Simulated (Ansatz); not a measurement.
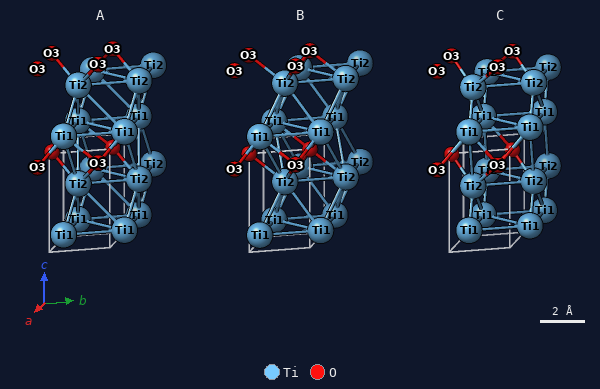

3 geometries from one relaxation of solid Ti2O (set up in P1), in shuffled order. The picture is a ball-and-stick view of the cell of the calculation, repeated 2 × 2 × 2 with one cell outlined, seen slightly off an axis.

Case: all atoms moved at random, sigma 0.25 Å for each component; relaxed back.

All numbers below come from DFT PBEsol, scalar-relativistic, plane waves, PAW (Ansatz 0.2.0). (plane-wave cutoff 420 eV; k-point mesh 12 × 12 × 8; occupations gaussian; smearing width 0.15 eV; no spin polarisation; atoms relaxed in a fixed cell; force threshold 0.01 eV/Å; at most 80 steps)

Put them in the order of the run, from the start to the converged end.

C, A, B. They are steps 0, 2, 6, at +695 meV per atom, +202 meV per atom relative to the last. The largest move is that of Ti2, 0.63 Å roughly along [−1 3 0]. Largest moves by element: Ti 0.63 Å, O 0.30 Å. The cell stays as it was. Near-neighbour distances that change, for instance: Ti1–Ti2 3.190 → 4.081 Å, Ti1–Ti2 (another image) 3.876 → 3.011 Å, Ti2–O3 2.856 → 2.109 Å, Ti1–Ti2 (another image) 2.127 → 2.817 Å. New bonds form: Ti2–O3 (2.86 → 2.11 Å). Among the angles between lasting bonds that change: Ti1–O3–Ti2 122.3° → 91.1°, Ti1–O3–Ti2 154.2° → 180.0°, Ti1–O3–Ti2 161.5° → 180.0°. The space group (tolerance 0.01 Å) goes from P1 (No. 1) to P-3m1 (No. 164). After 6 geometry steps the energy has fallen by 695 meV per atom. The largest force component goes from 3.5 to 0.00037 eV/Å. Cost: 4.9 min on 1 thread of Arm Neoverse V1, with other jobs on the host, peak memory 0.69 GiB.
